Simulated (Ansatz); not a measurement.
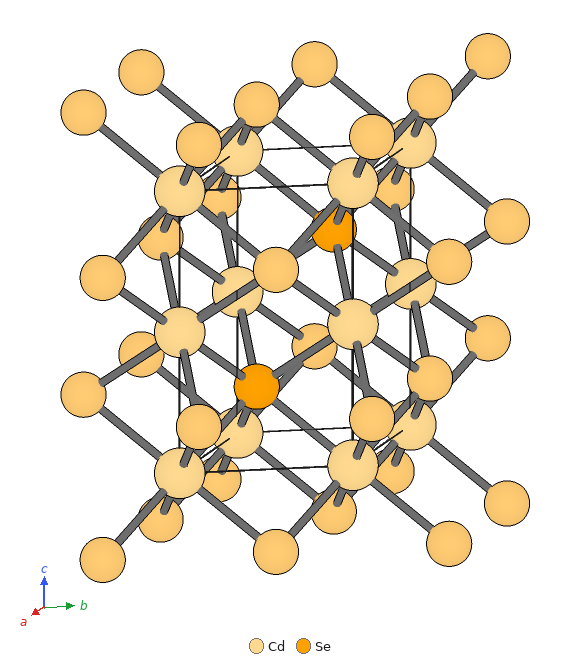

This ball-and-stick model is shown slightly off an axis. The box is the conventional unit cell; atoms on or close to its faces, edges and corners are drawn wherever they repeat. Outside the box, the atoms bonded to those within are drawn, in fainter colours. Cell: a = 4.06 Å, b = 4.06 Å, c = 6.70 Å, α = 90.00°, β = 90.00°, γ = 120.00°.

The model was built from a structure type filled with these elements by a generator (whether the compound takes this form wasn't checked). Earlier steps of the study may have refined or changed the cell and positions. It went into a calculation with Ansatz.

> In words:

The material is CdSe. It takes space group P6_3/mmc (No. 194) on a primitive hexagonal lattice. It adopts the structure known as nickel arsenide (NiAs) type. The cell comprises 2 formula units: 2 Cd, 2 Se. Cd is coordinated by six Se in an octahedral arrangement at about 2.9 Å. Se sits among six Cd in a distorted trigonal prismatic arrangement at about 2.9 Å. The bonds build a three-dimensional framework.

Level of theory and settings: DFT PBE, scalar-relativistic, plane waves, PAW in Ansatz, a basis cut at 420 eV, a 12×12×8 sampling of the Brillouin zone, Gaussian smearing of 0.1 eV, no spin polarisation.

> Is the electronic structure metallic or gapped?

A metal: bands cross the Fermi level.

> What are the atomic charges by Bader's partition?

Cd +0.78 e; Se -0.78 e.

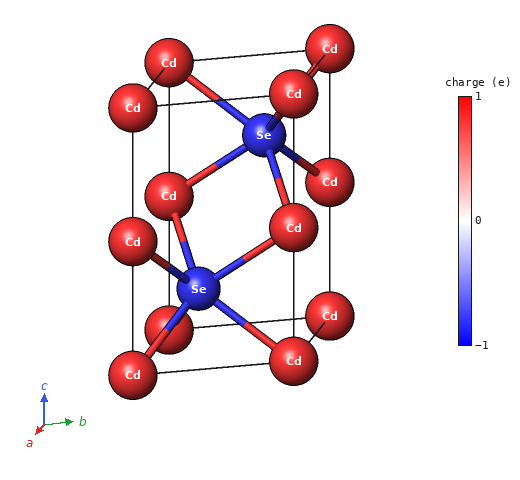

The atoms coloured by those charges. The run's cell of 4 atoms is drawn.

> Do the forces and the stress vanish for this geometry?

Yes. All forces vanish to within 0.01 eV/Å. The pressure is 0.0 GPa, close to zero.
